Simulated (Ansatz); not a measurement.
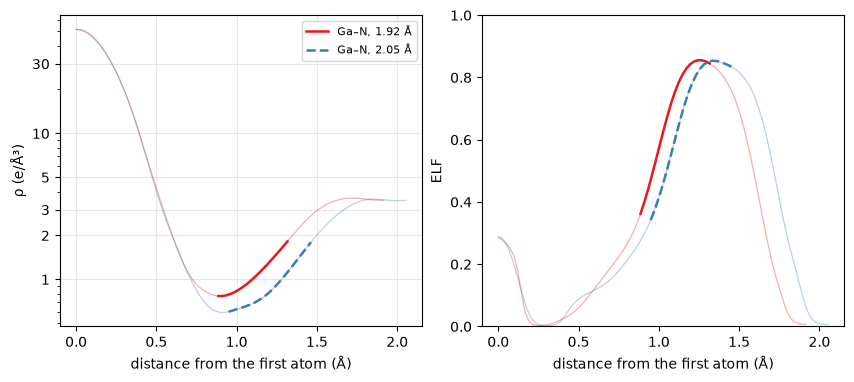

The picture shows: GaN. Valence electron density and ELF along straight lines between neighbouring atoms. Thin, pale parts lie inside the atomic spheres.

Space group P3m1; changed on purpose from its base cell (atom 3 (N) moved by (+0.000, +0.100) A along y and z); not relaxed (largest force 1.6 eV/Å).

Method: Ansatz, DFT r2SCAN, scalar-relativistic, plane waves, PAW.

Core electrons are frozen (PAW), and the valence fields are smoothed inside the atomic spheres.

What can be read from the curves?

Answer. Ga–N (1.92 Å): ρ at the midpoint is about 0.79 e/Å³; the ELF peaks at about 0.85 in the valence shell of N, 0.7 Å from its nucleus, and is about 0.50 at the midpoint.
Ga–N (2.05 Å): ρ is about 0.64 e/Å³ halfway; the ELF peaks at about 0.85 in the valence shell of N, 0.7 Å from its nucleus, and is about 0.45 at the midpoint.
